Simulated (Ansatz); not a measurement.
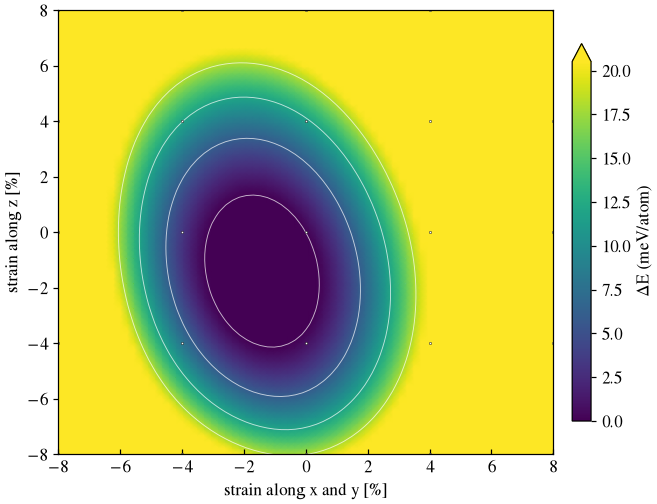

KI (Pm-3m, No. 221; 2 atoms in the cell). The cell is strained homogeneously, by one strain along x and y and another along z, with fractional coordinates fixed (x, y and z along the cube axes). The first coordinate is: strain along x and y; the second: strain along z. The grid has 5 × 5 points. Points are written as (first, second). All energies are given in meV/atom relative to the lowest grid point. The reference cell is the one listed in the database, not relaxed at this level. Method: DFT PBEsol, scalar-relativistic, plane waves, PAW in Ansatz. Settings: cutoff 420 eV, k-mesh 6×6×6, gaussian smearing 0.05 eV, no spin polarisation.

In the figure: a smooth colour map with a few white contour lines, dots at the grid points, one colour for all values above the top of the scale. Between grid points the surface is interpolated.

Question: Estimate the clamped-ion elastic constants that this map fixes.

Answer: With the cell volume of 79.0 Å³, the curvatures of the interpolated surface at its minimum give C₁₁ + C₂₂ + 2C₁₂ ≈ 79 GPa, C₃₃ ≈ 35 GPa and C₁₃ + C₂₃ ≈ 8.6 GPa (clamped ions, Cartesian axes of the cell). A stretch of 1 % along z with free sides (kept equal in x and y) would change the in-plane lengths by about −0.11 %.
